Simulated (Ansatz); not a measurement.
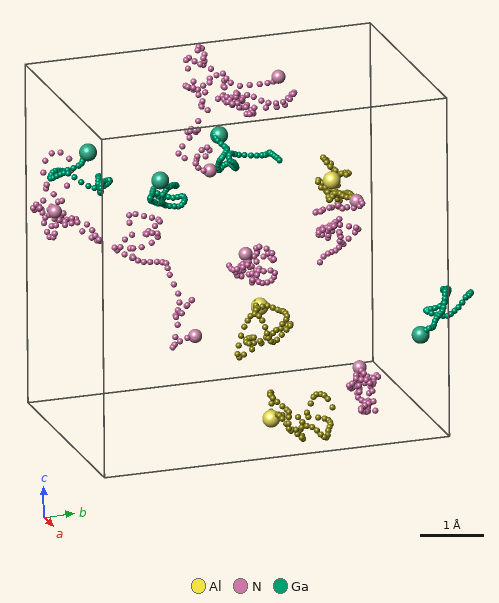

A Born-Oppenheimer molecular dynamics run of an amorphous cell of composition Al$_{3}$Ga$_{4}$N$_{7}$ (14 atoms in the cell), 332 fs long. It starts from the last geometry of an earlier run, with fresh velocities. Dots mark each atom's position at evenly spaced times, in the colour of its element; spheres stand at the starting positions. Seen slightly off an axis in the simulation cell.

The calculation used DFT PBE, scalar-relativistic, plane waves, PAW in Ansatz 0.2.0. Settings: plane-wave cutoff 420 eV; k-point mesh 1 × 1 × 1; Fermi-Dirac smearing 0.248 eV; set temperature 2880 K; time step 2 fs.

Q: How do the atoms move?

A: In the second half of the run the atoms are, in the root-mean-square, this far from where they began (common drift taken out): N 1.07 Å, Ga 0.97 Å, Al 0.60 Å. Against the typical shortest distance between atoms in the first frame, about 1.8 Å these are large excursions, but over 332 fs one can't yet tell strong vibration from the start of diffusion. 3 of the 14 free atoms end more than three quarters of that spacing from the start. The mean temperature in the second half is 3270 K (standard deviation 677 K). The potential energy in the second half lies on average 310 meV per atom below the first frame. The mean pressure there is 17.2 GPa.

Limits of the set-up: the periodic images lie only 5.4 Å apart, so the values are limited by the cell's size.

Cost: 7.6 min on 2 threads of Intel(R) Xeon(R) Processor @ 2.50GHz (Skylake/Cascade Lake) (shared host), peak memory 0.39 GiB.
